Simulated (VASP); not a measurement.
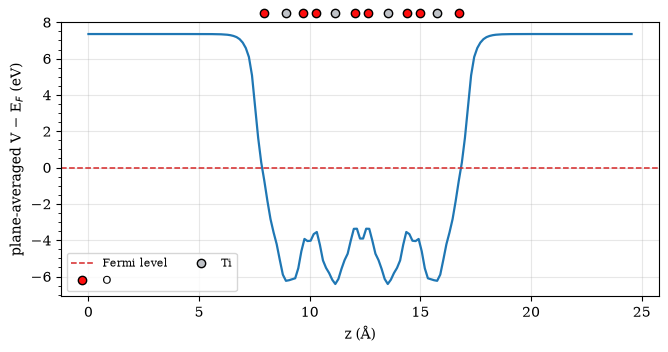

Figure 1: TiO₂ (slab). Plane average of the electrostatic potential (local pseudopotential plus Hartree) felt by an electron across the slab. Circles mark the heights of the atoms.

All numbers below come from VASP, Kohn-Sham DFT of a periodic cell, PBEsol, VASP PAW PBE potentials, recommended.

Input

```
  ALGO = Normal
  DIPOL = 0.5 0.5 0.500
  EDIFF = 1E-6
  ENCUT = 520
  GGA = PS
  IDIPOL = 3
  ISIF = 2
  ISMEAR = 0
  KPAR = 8
  LASPH = True
  LCHARG = True
  LDIPOL = True
  LREAL = False
  LVACPOTAV = True
  LVHAR = True
  LWAVE = False
  NELM = 60
  PREC = Accurate
  SIGMA = 0.05
```

Run with:

```sh
cat potpaw_PBE.64/O/POTCAR potpaw_PBE.64/Ti_sv/POTCAR > POTCAR
mpirun -np 8 vasp_std > vasp.out
```

### How far above the Fermi level of the calculation is the vacuum level?

7.4 eV. The slab has a gap, so the Fermi level lies inside it and this isn't a work function in the metallic sense.

### What are the slab's thickness and the vacuum gap?

The outermost nuclei are 8.8 Å apart, in 12 atomic planes; the vacuum between periodic images is 15.9 Å wide.
